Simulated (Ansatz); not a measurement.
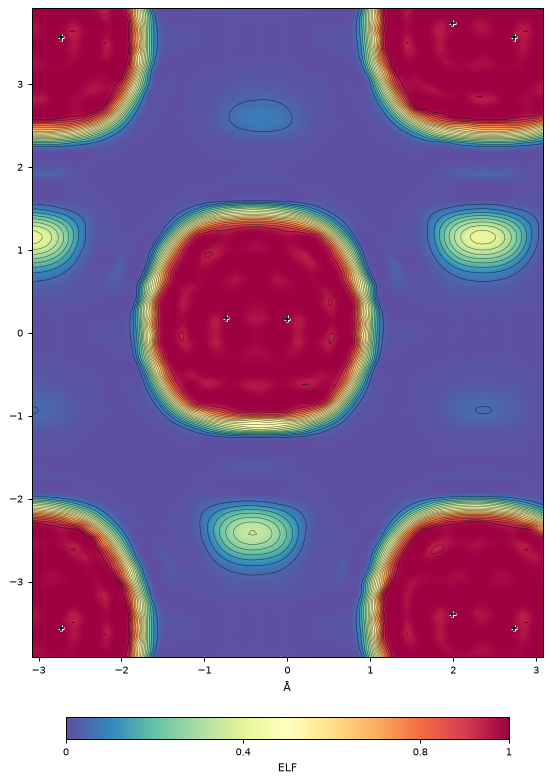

The electron localisation function on a plane through atoms (crosses mark nuclei in the plane).

These are results of Ansatz 0.2.0, DFT r2SCAN, scalar-relativistic, plane waves, PAW, not measurements.

Candidates:
A. ScH3, a = 3.25 Å, b = 3.25 Å, c = 5.06 Å, α = 90.00°, β = 90.00°, γ = 90.00°. Space group I4/mmm; a structure from a database of computed crystals, not necessarily the ambient phase.
B. H, a = 5.46 Å, b = 3.30 Å, c = 6.31 Å, α = 90.00°, β = 90.00°, γ = 90.00°. Space group Cm; a structure from a database of computed crystals, not necessarily the ambient phase; changed on purpose from its base cell (atom 1 (H) moved by (+0.000, +0.200) A along y and z); not relaxed (largest force 0.8 eV/Å).

Q: Which system is this?

A: Candidate B: H on the (011) plane of the conventional cell, which holds H. H–H (0.74 Å): the ELF is about 1 at the midpoint.
